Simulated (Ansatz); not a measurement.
LiH: several calculations on one system

## 1. Scan

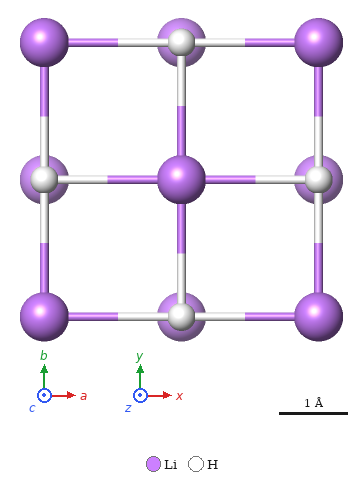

A scan of a crystal of LiH (Fm-3m): the cell is strained in shear in the xy plane, with the atoms kept at their fractional coordinates. x, y and z are the Cartesian axes of the input. The picture shows the reference cell. Style: ball-and-stick. Shown: the conventional cell (4 times the calculation's cell), along the c axis. Lengths and directions refer to the drawn axes.

Computed with DFT PBEsol, scalar-relativistic, plane waves, PAW (Ansatz). Set-up: plane-wave cutoff 420 eV; k-point mesh 10 × 10 × 10; occupations gaussian; smearing width 0.05 eV; no spin polarisation. Energies (free energies at the smearing named) are counted from the cell as listed in its source, which wasn't relaxed.

Input
```yaml
crystal:
  lattice:
    - [0.0, 2.0325, 2.0325]
    - [2.0325, 0.0, 2.0325]
    - [2.0325, 2.0325, 0.0]
  atoms:
    - { symbol: Li, position: [0.0, 0.0, 0.0] }
    - { symbol: H, position: [0.5, 0.5, 0.5] }
basis:
  ecutwfc: 420
kpoints:
  mp_grid: { grid: [10, 10, 10] }
hamiltonian:
  xc: pbesol
scf:
  occupations: { method: gaussian, width: 0.05 }
output:
  forces: true
  stress: true
  eigenvalues: true
```

Give the energy at each point (the strain: −0.1000, −0.0750, −0.0500, −0.0250, 0.0000, 0.0125, 0.0250, 0.0375, 0.0500, 0.0625, 0.0750, 0.0875, 0.1000).

Answer.
```csv
engineering shear strain,ΔE (meV/atom)
−0.1000,11.7
−0.0750,6.5
−0.0500,2.9
−0.0250,0.7
0.0000,0.0
0.0125,0.2
0.0250,0.7
0.0375,1.6
0.0500,2.9
0.0625,4.5
0.0750,6.5
0.0875,8.9
0.1000,11.7
```

Points that are alike by symmetry were computed once.

The lowest computed point lies at the strain 0.00 (0.0 meV/atom). The unrelaxed reference is under a pressure of −2.1 GPa. The distortion takes the space group from Fm-3m to Immm. At the strain −0.10 the cell of the drawing goes a 4.065 → 4.070 Å, b 4.065 → 4.070 Å, γ 90.0° → 95.7°.

The computed profile (hollow markers are points alike by symmetry):

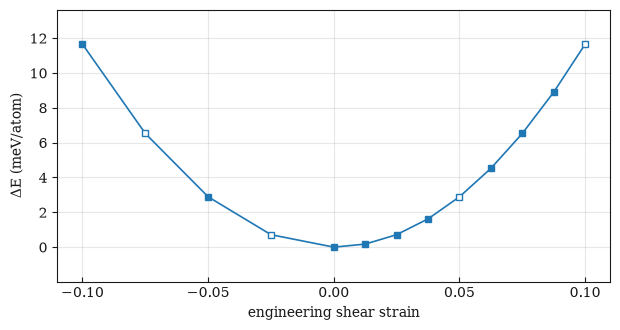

## 2. Scan

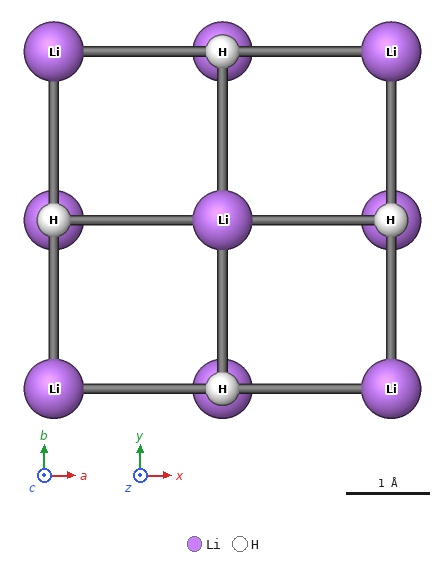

A scan of solid LiH (Fm-3m): the cell is strained equally along x and y and separately along z, with the atoms kept at their fractional coordinates. x, y and z are the Cartesian axes of the input. The picture shows the reference cell. The picture is a ball-and-stick view of the conventional cell (4 times the calculation's cell), seen along the c axis. Lengths and directions refer to the drawn axes.

All numbers below come from Ansatz, DFT PBEsol, scalar-relativistic, plane waves, PAW. Set-up: plane-wave cutoff 420 eV; k-point mesh 10 × 10 × 10; occupations gaussian; smearing width 0.05 eV; no spin polarisation. Energies (free energies at the smearing named) are counted from the cell as listed in its source, which wasn't relaxed.

The input:

The input is the one shown above.

Predict the energy profile on a grid with rows −0.080, −0.040, 0.000, 0.040, 0.080 and columns −0.080, −0.040, 0.000, 0.040, 0.080 (strain along x and y; strain along z).

Answer. Rows: strain along x and y; columns: strain along z; values in meV/atom.

|  | −0.080 | −0.040 | 0.000 | 0.040 | 0.080 |
| --- | --- | --- | --- | --- | --- |
| −0.080 | 30.9 | 19.8 | 17.6 | 21.8 | 30.2 |
| −0.040 | 9.3 | −0.3 | −1.0 | 4.5 | 14.2 |
| 0.000 | 6.7 | −1.0 | 0.0 | 7.1 | 18.4 |
| 0.040 | 17.7 | 12.1 | 15.1 | 24.1 | 37.1 |
| 0.080 | 38.0 | 34.7 | 39.9 | 50.9 | 65.9 |

In pairs of (strain along x and y; strain along z): the lowest computed points lie at (−0.040, 0.000), (0.000, −0.040) (−1.0 meV/atom), the highest at (0.080, 0.080) (65.9 meV/atom). The valley is tilted: raising the in-plane strain is made harder by raising the strain along z (cross term 0.15 of the geometric mean of the two curvatures). Over the ranges scanned the energy rises more along the first axis, the in-plane strain. The pressure runs from −6.7 GPa at (0.080, 0.080) to 9.4 GPa at (−0.080, −0.080).

As a map, interpolated between the computed points (dots):

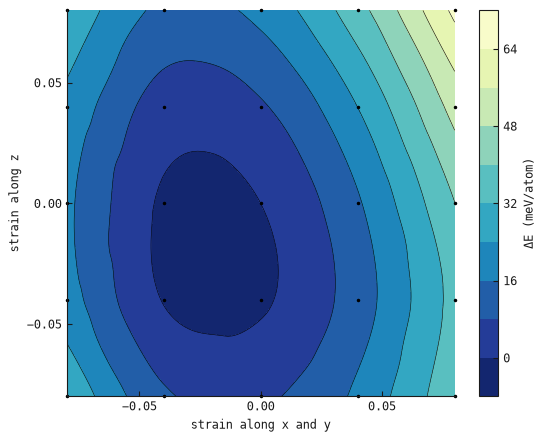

## 3. Energy map

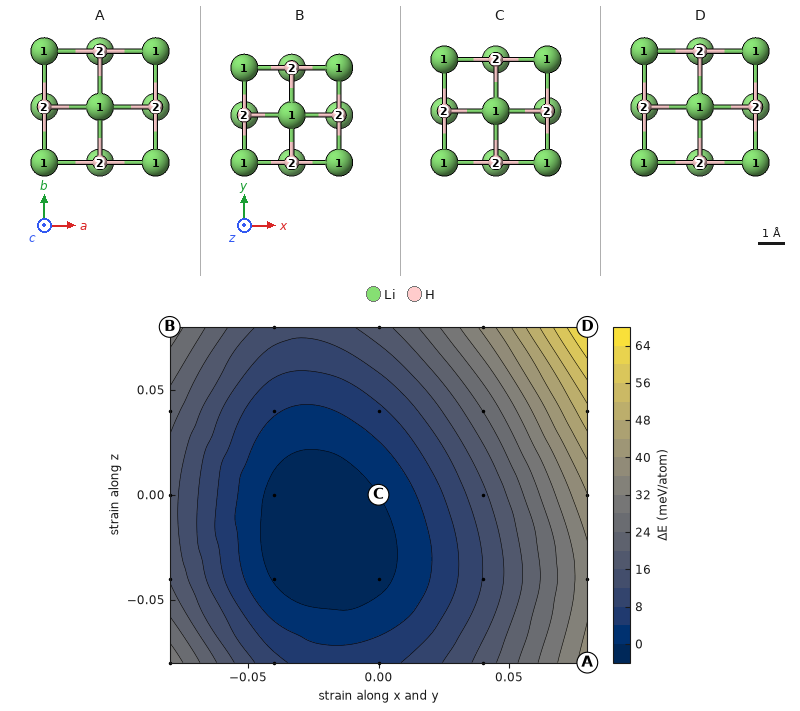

Solid LiH (Fm-3m): the cell is strained equally along x and y and separately along z, with the atoms kept at their fractional coordinates. x, y and z are the Cartesian axes of the input. The map is interpolated between the computed points (dots). The lettered frames are marked on it. The picture is a ball-and-stick view of the conventional cell (4 times the calculation's cell), seen along the c axis. Lengths and directions refer to the drawn axes.

Method: DFT PBEsol, scalar-relativistic, plane waves, PAW in Ansatz. Set-up: plane-wave cutoff 420 eV; k-point mesh 10 × 10 × 10; occupations gaussian; smearing width 0.05 eV; no spin polarisation. Energies (free energies at the smearing named) are counted from the cell as listed in its source, which wasn't relaxed.

Question: Describe the energy landscape.

Answer: In pairs of (strain along x and y; strain along z): the lowest computed points lie at (−0.040, 0.000), (0.000, −0.040) (−1.0 meV/atom), the highest at (0.080, 0.080) (65.9 meV/atom). The valley is tilted: raising the in-plane strain is made harder by raising the strain along z (cross term 0.15 of the geometric mean of the two curvatures). Over the ranges scanned the energy rises more along the first axis, the in-plane strain. The pressure runs from −6.7 GPa at (0.080, 0.080) to 9.4 GPa at (−0.080, −0.080). The frames lie at A (0.080, −0.080): 38.0 meV/atom, B (−0.080, 0.080): 30.2 meV/atom, C (0.000, 0.000): 0.0 meV/atom, D (0.080, 0.080): 65.9 meV/atom.
